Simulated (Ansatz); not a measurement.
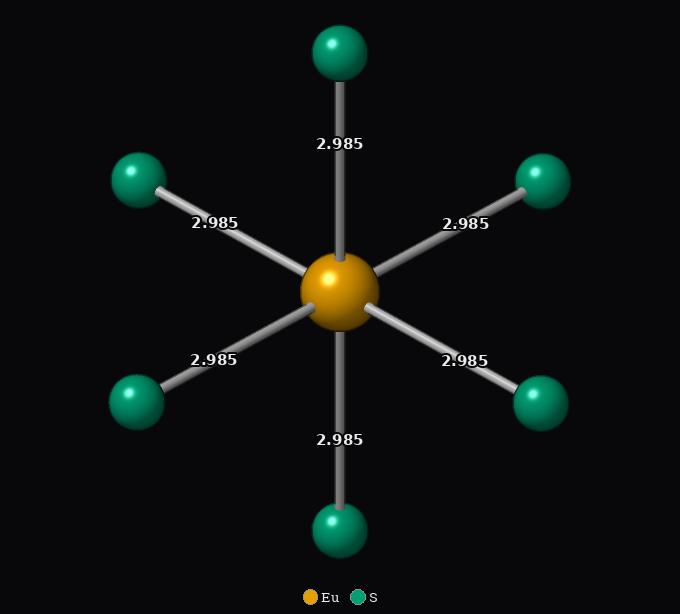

The surroundings of site Eu1 (at 0.000, 0.000, 0.000) in EuS in space group Fm-3m, with bond lengths in Å.

Source of the atomic positions: the input geometry of an electronic-structure calculation (not necessarily at equilibrium).

```
S Eu
1.0
     5.96900    0.00000    0.00000
     0.00000    5.96900    0.00000
     0.00000    0.00000    5.96900
S Eu
4 4
Cartesian
  0.0000 2.9845 0.0000
  0.0000 0.0000 2.9845
  2.9845 2.9845 2.9845
  2.9845 0.0000 0.0000
  0.0000 0.0000 0.0000
  0.0000 2.9845 2.9845
  2.9845 0.0000 2.9845
  2.9845 2.9845 0.0000
```

Bond valence s = exp((R0 − d)/b), R0 fitted to published crystal structures with b = 0.37 Å, summed over all anions within 5 Å; R0 in Å: Eu2+–S 2.573; Eu3+–S 2.554.

> Which oxidation state of Eu do these bonds support?

With the Eu2+ parameters the computed sum is 6 × 0.328 = 1.97. With the Eu3+ parameters the computed sum is 6 × 0.312 = 1.87. The sum matches its own assumption best for Eu2+, which also balances the formula's charge.

> And over the whole structure?

```json
{"site": "S1", "x, y, z": "0.000, 0.500, 0.000", "formal valence": "−2", "bond-valence sum": "1.97", "difference": "-0.03"}
{"site": "Eu1", "x, y, z": "0.000, 0.000, 0.000", "formal valence": "+2", "bond-valence sum": "1.97", "difference": "-0.03"}
```

These sums include all anions within 5 Å. The global instability index (root mean square of the differences over all atoms) is 0.03 v.u.: little strain. The cell was not relaxed for this table, and a volume that is off by a few per cent shifts all sums together.
